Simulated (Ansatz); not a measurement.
**A Fermi-surface study of Si3Mo5 (space group I4/mcm, No. 140)**

```
Si Mo
1.0
    -4.81000    4.81000    2.45000
     4.81000   -4.81000    2.45000
     4.81000    4.81000   -2.45000
Si Mo
6 10
Cartesian
  0.0000 0.0000 3.6750
  0.0000 0.0000 1.2250
  6.4454 1.6354 0.0000
  3.1746 1.6354 2.4500
  -1.6354 3.1746 2.4500
  1.6354 3.1746 0.0000
  4.8100 0.0000 1.2250
  0.0000 4.8100 1.2250
  0.7119 2.1453 2.4500
  2.6647 5.5219 0.0000
  4.0981 2.6647 0.0000
  2.1453 -0.7119 2.4500
  0.7119 7.4747 0.0000
  2.6647 4.0981 2.4500
  4.0981 -2.6647 2.4500
  2.1453 0.7119 0.0000
```

All numbers here come from DFT LDA, scalar-relativistic, plane waves, PAW; levels and slopes on a dense k mesh at the converged density (Ansatz 0.2.0). No spin polarisation. Mesh 20×20×20, interpolated with the band slopes. Cell and positions as given, without relaxation (residual pressure −7 GPa, largest force 0.4 eV/Å).

### 1. The sheets

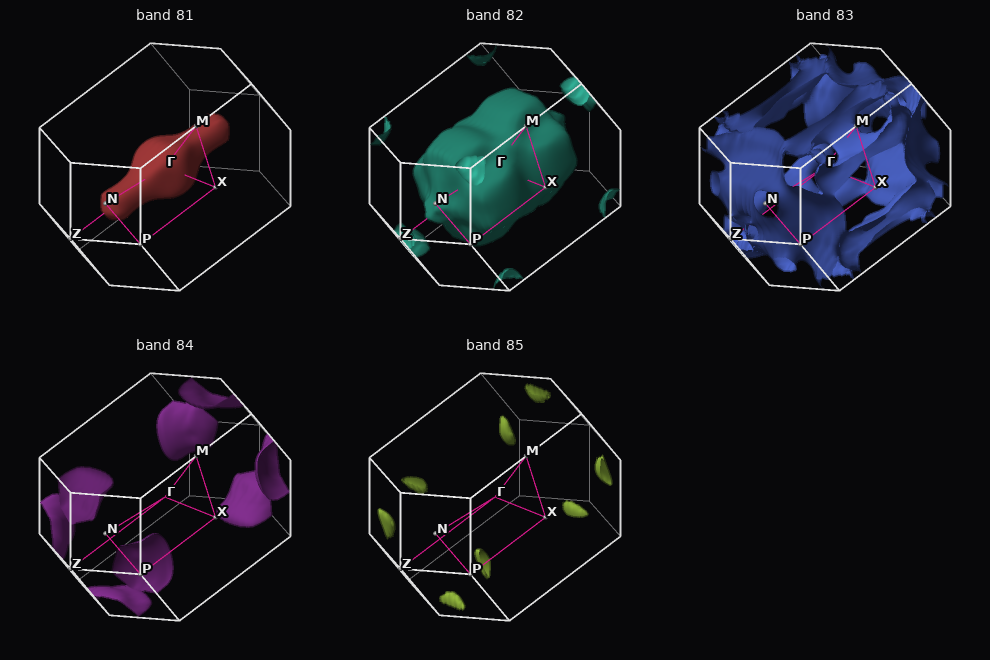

The figure shows the computed Fermi surface of this crystal. Each panel holds one band. The brighter face of a sheet looks towards empty states.

What does each sheet look like, and where are the electron and hole pockets?

Answer. Five bands cross the Fermi level; this is a three-dimensional metal.

Band 81: one hole pocket centred at Γ (4.5 % of the zone).
Band 82: one hole pocket centred at Γ (28 % of the zone) and two hole pockets centred at Z (each 0.56 % of the zone).
Band 83: a sheet that is open in all directions, neither an electron nor a hole pocket (the band is filled at P and empty at Γ, M, X and N).
Band 84: two electron pockets centred at P (each 3.3 % of the zone).
Band 85: two electron pockets on the X–P line (each 0.14 % of the zone), only 40 meV deep and two electron pockets on the X–P line (each 0.14 % of the zone), only 40 meV deep.
A pocket cut by a face of the zone is counted once with the part on the opposite face.
The shape of the surface of band 83 and band 85 changes its kind within 0.03 eV of this level, so small parts may appear, vanish, join or separate.

What does the calculation give for N(E_F) and the Drude plasma frequency?

Answer. The density of states at the Fermi level is 9.9 states/eV per primitive cell. The intraband plasma frequencies along the cartesian axes x, y and z of the cell as given are 3.1, 3.1 and 2.7 eV.

### 2. Speeds

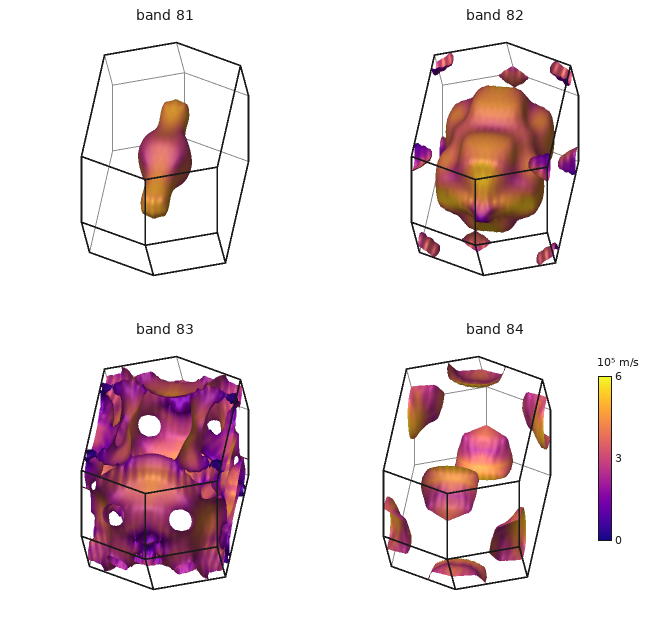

Fermi surface of this crystal (the four sheets of greatest area among five bands), coloured by the Fermi speed.

Give the range and mean of the Fermi speed for each band.

Answer. Band 81: 2.8 to 5.0 × 10⁵ m/s over most of the sheet, 3.8 × 10⁵ m/s on average over states. Band 82: 1.9 to 5.3 × 10⁵ m/s over most of the sheet, 3.7 × 10⁵ m/s on average over states. Band 83: 0.98 to 4.3 × 10⁵ m/s over most of the sheet, 2.3 × 10⁵ m/s on average over states. Band 84: 2.5 to 5.1 × 10⁵ m/s over most of the sheet, 3.3 × 10⁵ m/s on average over states.

Which of these bands adds most to the density of states at the Fermi level?

Answer. Band 83, with 5.6 of 9.9 states/eV per cell.

### 3. Cuts and bands

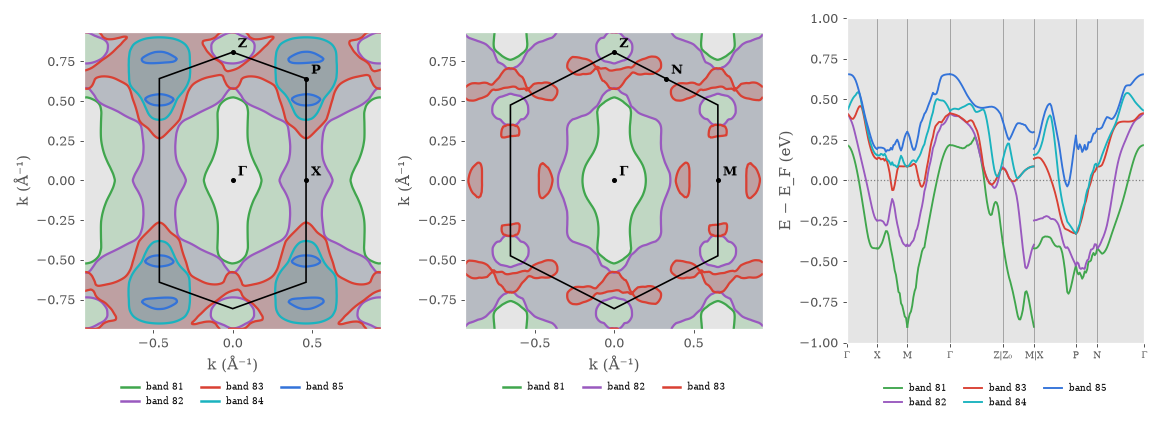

This crystal: cuts through the Fermi surface in the plane through Γ, X and P and the plane through Γ, M and Z, filled states shaded, and the bands that cross the Fermi level.

For each band, read its level at the labelled points (eV from the Fermi level).

Answer.
```
   band      Γ      M      X      P      N
band 81  +0.22  −0.90  −0.42  −0.53  −0.42
band 82  +0.41  −0.40  −0.25  −0.53  −0.42
band 83  +0.41  +0.09  +0.13  −0.33  +0.09
band 84  +0.43  +0.09  +0.16  −0.33  +0.09
band 85  +0.66  +0.30  +0.20  +0.28  +0.32
```

Negative values are filled states.

Spin-orbit coupling is left out; with Mo it can split, shift or remove sheets. Necks and pockets thinner than about two mesh steps aren't resolved, so separate pockets may in truth be joined.

The run (self-consistency and the dense mesh) took 8.3 min on 4 threads of Arm Neoverse N1, with other jobs on the host, peak memory 5 GiB.
